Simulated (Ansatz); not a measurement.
Input

```
accuracy: low
crystal:
  lattice:
    - [6.3, 0.0, 0.0]
    - [0.0, 6.3, 0.0]
    - [0.0, 0.0, 6.3]
  atoms:
    - { symbol: Mo, position: [0.0, 0.0, 0.0] }
    - { symbol: Mo, position: [0.5, 0.0, 0.0] }
    - { symbol: Mo, position: [0.0, 0.5, 0.0] }
    - { symbol: Mo, position: [0.0, 0.0, 0.5] }
    - { symbol: Mo, position: [0.25, 0.25, 0.25] }
    - { symbol: Mo, position: [0.5, 0.5, 0.0] }
    - { symbol: Mo, position: [0.5, 0.0, 0.5] }
    - { symbol: Mo, position: [0.75, 0.25, 0.25] }
    - { symbol: Mo, position: [0.0, 0.5, 0.5] }
    - { symbol: Mo, position: [0.25, 0.75, 0.25] }
    - { symbol: Mo, position: [0.25, 0.25, 0.75] }
    - { symbol: Mo, position: [0.5, 0.5, 0.5] }
    - { symbol: Mo, position: [0.75, 0.75, 0.25] }
    - { symbol: Mo, position: [0.75, 0.25, 0.75] }
    - { symbol: Mo, position: [0.25, 0.75, 0.75] }
    - { symbol: Mo, position: [0.75, 0.75, 0.75] }
    - { symbol: H, position: [0.1332114, -0.0046374, 0.7537999] }
basis:
  ecutwfc: 420.0
kpoints:
  mp_grid: { grid: [3, 3, 3] }
hamiltonian:
  xc: pbe
scf:
  occupations: { method: fermi_dirac, width: 0.05 }
  lower_state_search: "off"
relax:
  f_tol: 0.08
  max_steps: 25
  adjacent_minimum: "off"
output:
  write_density: true
  write_potential: true
  elf: true
  volumetric_format: npy
```

Command:

```sh
ansatz run input.yaml --threads 4 --pin off --max-ram 10240MiB --backend cpu --events-out ev --progress --plain --runs-dir out
```

The fields are those of the relaxed geometry.

Computed without spin polarisation.

All numbers below come from Ansatz 0.2.0, DFT PBE, scalar-relativistic, plane waves, PAW.

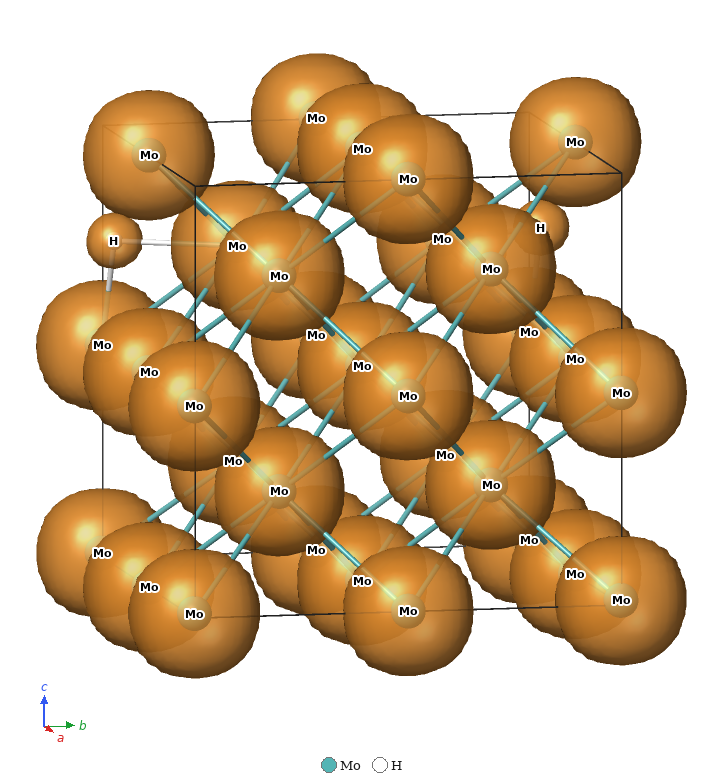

Mo16H (cell with a defect). Isosurface of the valence charge density (pseudo) at 0.8 e/Å³ (orange), seen slightly off an axis. Sticks mark near contacts.

Core electrons are frozen (PAW), and the valence fields are smoothed inside the atomic spheres.

**What does this surface tell about the bonding?**

At this value the density breaks into separate islands; it holds about 70 % of the electrons treated as valence (semicore included). It bridges none of the near contacts. It is pinched off along the shortest Mo–H (1.83 Å), Mo–Mo (2.69 Å), Mo–Mo (2.73 Å) and Mo–Mo (2.84 Å) contacts. On the grid the lowest density along these lines, outside the cores, is 0.54 e/Å³ (Mo–H, 1.83 Å), 0.4 e/Å³ (Mo–Mo, 2.69 Å), 0.37 e/Å³ (Mo–Mo, 2.73 Å) and 0.33 e/Å³ (Mo–Mo, 2.84 Å).
